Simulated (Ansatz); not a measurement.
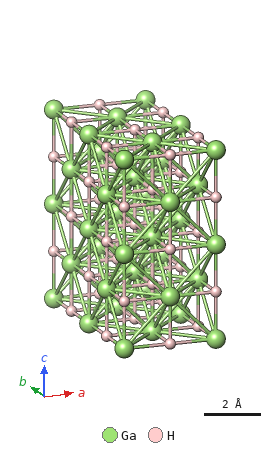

This is the input geometry for a relaxation of solid GaH (a generated structure, set up in Fm-3m) (coarse preliminary run). Style: ball-and-stick. Shown: the conventional cell (4 times the calculation's cell), repeated 1 × 2 × 2 with one cell outlined, slightly off an axis. Lengths and directions refer to the drawn axes.

Case: V → Ga on all its sites, cell and atoms relaxed.

All numbers below come from DFT PBE, scalar-relativistic, plane waves, PAW in Ansatz.

Input
```yaml
crystal:
  lattice:
    - [0.0, 1.7598710647, 1.7598710647]
    - [1.7598710647, 0.0, 1.7598710647]
    - [1.7598710647, 1.7598710647, 0.0]
  atoms:
    - { symbol: Ga, position: [0.0, 0.0, 0.0] }
    - { symbol: H, position: [0.5, 0.5, 0.5] }
basis:
  ecutwfc: 420
kpoints:
  mp_grid: { grid: [10, 10, 10] }
hamiltonian:
  xc: pbe
scf:
  occupations: { method: gaussian, width: 0.1 }
output:
  forces: true
  stress: true
  eigenvalues: true
relax:
  adjacent_minimum: "off"
  f_tol: 0.05
  max_steps: 60
  cell: { stress_tol: 0.5 }
```

Predict the outcome.

Answer. The energy falls by 1864 meV per atom in 9 accepted moves (11 points after the start). All forces vanish by symmetry, so only the cell relaxes. The pressure goes from 198.81 to −0.12 GPa. At 2 points the geometry stayed and the basis and grid were re-selected for the new cell (energy shift of 101 meV per atom at most each time). The atoms keep their places relative to the cell (all moves are under 0.005 Å). Cell: a = b = c 3.520 → 4.539 Å (+29.0 %). Volume +114.4 %. Among the contacts that change: Ga1–Ga1 2.489 → 3.209 Å, Ga1–H2 1.760 → 2.269 Å. The space group stays Fm-3m (No. 225). The run took about 9 core-seconds on a shared host.

After the run, drawn alike:

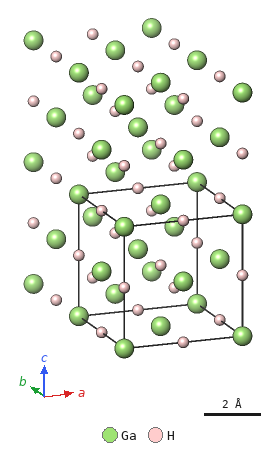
